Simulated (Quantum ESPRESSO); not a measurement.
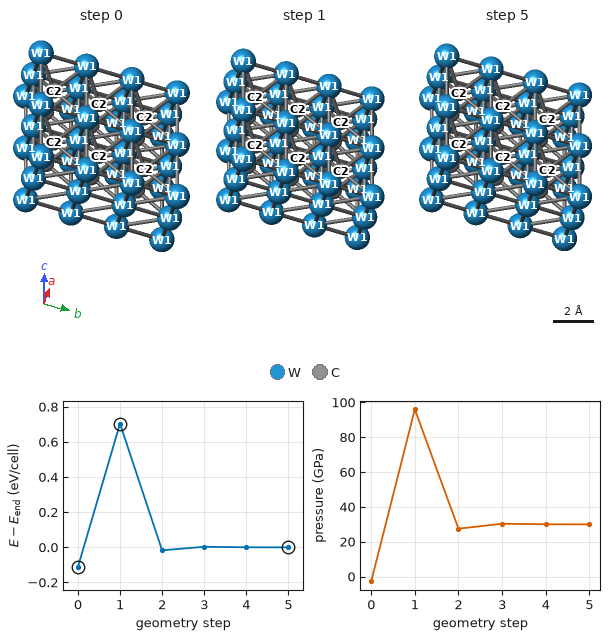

Frames of a relaxation of a crystal of WC (set up in P-6m2), marked on the history of the run. A ball-and-stick model of the cell of the calculation, repeated 2 × 3 × 2 with one cell outlined, seen from a free direction.

The run lets cell and atoms move.

Theory: Quantum ESPRESSO 7.5, Kohn-Sham DFT of a periodic cell, PBEsol, GBRV 1.5 PBEsol.

The input:
```
&CONTROL
  calculation = 'vc-relax'
  prefix = 'pwscf'
  outdir = './tmp'
  pseudo_dir = './pseudo'
  tprnfor = .true.
  tstress = .true.
  disk_io = 'low'
  nstep = 40
  forc_conv_thr = 0.0004
  etot_conv_thr = 1d-05
/
&SYSTEM
  ibrav = 0
  nat = 2
  ntyp = 2
  ecutwfc = 64
  ecutrho = 515
  nbnd = 15
  occupations = 'smearing'
  smearing = 'fd'
  degauss = 0.00367493
/
&ELECTRONS
  conv_thr = 4d-10
  electron_maxstep = 120
  mixing_beta = 0.5
/
&IONS
  ion_dynamics = 'bfgs'
/
&CELL
  cell_dynamics = 'bfgs'
  press = 300
  press_conv_thr = 0.3
/
ATOMIC_SPECIES
W    183.8400 w_pbesol_v1.2.uspp.F.UPF
C     12.0110 c_pbesol_v1.2.uspp.F.UPF
CELL_PARAMETERS bohr
   5.4924889812    0.0000000000    0.0000000000
  -2.7462444906    4.7566349877    0.0000000000
   0.0000000000    0.0000000000    5.3603971251
ATOMIC_POSITIONS bohr
W      0.0000000000    0.0000000000    0.0000000000
C      2.7462444909    1.5855449958    2.6801985626
K_POINTS automatic
10 10 9 0 0 0
```

Launched with:
```bash
OMP_NUM_THREADS=1 mpirun -n 2 pw.x -nk 2 -in pw.in > pw.out
```

Question: What happens along the run?

Answer: After 5 geometry steps the energy has risen by 0.112 eV per cell of the calculation. With the target pressure of 30 GPa, the enthalpy E + pV changes by −0.154 eV per cell of the calculation. All forces vanish by symmetry, so only the cell relaxes. Pressure: −2.75 GPa at the start and 29.99 GPa at the end. The atoms keep their places relative to the cell (all moves are under 0.005 Å). The drawn cell changes as follows: a 2.906 → 2.834 Å (−2.5 %), b 2.907 → 2.834 Å (−2.5 %), c 2.837 → 2.779 Å (−2.0 %); the volume changes by −6.8 %. Near-neighbour distances that change, for instance: W1–W1 2.907 → 2.834 Å, W1–W1 (another image) 2.837 → 2.779 Å, W1–C2 2.197 → 2.147 Å. The space group stays P-6m2 (No. 187). From step 0 to 1: volume −15.8 %, energy +0.816 eV per cell of the calculation. From step 1 to 5: volume +10.6 %, energy −0.704 eV per cell of the calculation.

```
step  E − E(0), meV/atom  pressure, GPa  volume, Å³/atom
   0                0.00          -2.75           10.376
   1              407.98          96.05            8.738
   2               47.51          27.52            9.717
   3               57.67          30.34            9.659
   4               56.22          30.05            9.666
   5               56.02          29.99            9.667
```
